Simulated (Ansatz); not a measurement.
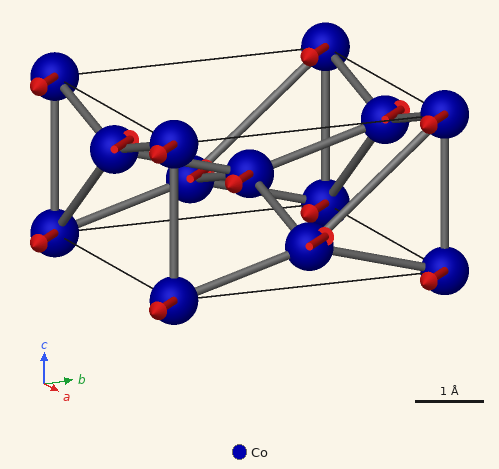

This is a relaxation of solid Co (a generated structure, set up in I4_1/amd). The starting structure is drawn; red arrows show the displacements (the part carried along by the change of the cell is left out), 5 times their true length.

Style: ball-and-stick. Shown: the conventional cell (2 times the calculation's cell), slightly off an axis. Lengths and directions refer to the drawn axes.

Phase: beta-Sn type.

Level of theory: DFT, PBE, plane waves (420 eV) with PAW, scalar-relativistic (Ansatz 0.2.0). (plane-wave cutoff 420 eV; k-point mesh 15 × 15 × 10; occupations fermi dirac; smearing width 0.05 eV; collinear spin; cell and atoms relaxed; force threshold 0.01 eV/Å; at most 60 steps)

What happened in the run?

The largest moves relative to the cell, 0.18 Å, are those of Co atoms. The volume changes by −6.5 %, with a = b 4.400 → 4.744 Å (+7.8 %), c 2.402 → 2.494 Å (+3.8 %), α 90.0° → 105.3°, β 90.0° → 105.3°, γ 90.0° → 54.2°. Some distances before and after: Co–Co 3.335 → 2.494 Å, Co–Co 2.844 → 2.479 Å, Co–Co 2.280 → 2.478 Å, Co–Co 2.402 → 2.494 Å. New bonds form: Co–Co (3.34 → 2.49 Å). The space group (tolerance 0.01 Å) goes from I4_1/amd (No. 141) to P6_3/mmc (No. 194). Over 23 accepted moves (28 points after the start) the energy falls by 557 meV per atom. Largest force component: 0.00025 eV/Å at the start, 0.00043 eV/Å at the end. The pressure goes from 7.45 to −0.01 GPa. The line search rejected the trial step at point 9 of the run. The SCF was repeated 4 times at an unchanged geometry on a basis and grid sized afresh for the cell, which shifted the energy by 83.9 meV per atom at most. The run took 27 min on 1 thread of Intel(R) Xeon(R) Platinum 8259CL CPU @ 2.50GHz (Skylake/Cascade Lake), with other jobs on the host, peak memory 0.87 GiB.
